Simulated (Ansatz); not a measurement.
A periodic structure is given below.

```cif
data_structure
_symmetry_space_group_name_H-M 'P 1'
_symmetry_Int_Tables_number 1
_cell_length_a 3.1403
_cell_length_b 3.1403
_cell_length_c 15.6157
_cell_angle_alpha 90.000
_cell_angle_beta 90.000
_cell_angle_gamma 120.000
_cell_volume 133.36
loop_
_atom_site_label
_atom_site_type_symbol
_atom_site_fract_x
_atom_site_fract_y
_atom_site_fract_z
_atom_site_occupancy
S1 S 0.33333 0.66667 0.40020 1
S2 S 0.33333 0.66667 0.59980 1
Mo1 Mo 0.00000 0.00000 0.50000 1
```

> Describe what this structure looks like.

The structure is one of MoS₂. It has 3 atoms to the cell (1 Mo, 2 S). The polyhedra are MoS6 trigonal prisms; they share edges. Around each S lie three Mo in a trigonal pyramidal arrangement at 2.39 Å. The coordination shell of Mo holds six S in a trigonal prismatic arrangement at 2.39 Å. Not all metal-metal contacts are counted. The bonds build MoS2 layers parallel to (001).

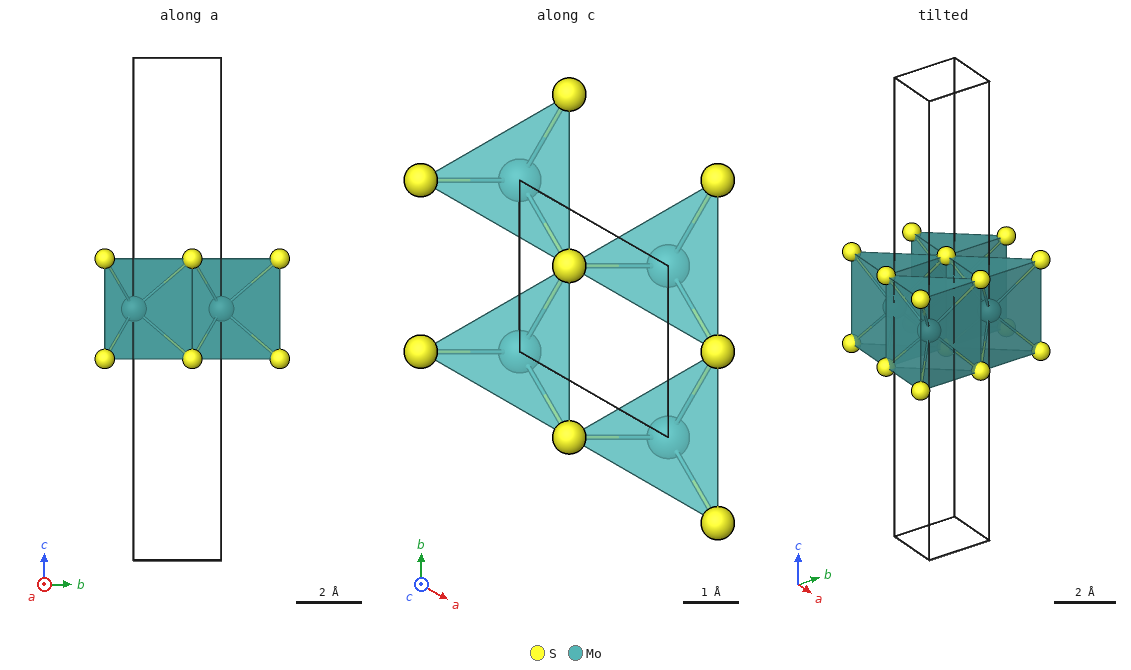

A polyhedral rendering, viewed along the a axis, along the c axis and slightly off an axis. The frame is the simulation cell; atoms at its boundary are shown with their periodic copies. Some neighbours outside the box are added.

The initial geometry was a structure listed in the Materials Project, with elements exchanged, so it need not be a known form of the compound. The structure drawn was relaxed with DFT PBEsol, scalar-relativistic, plane waves, PAW (Ansatz 0.2.0).
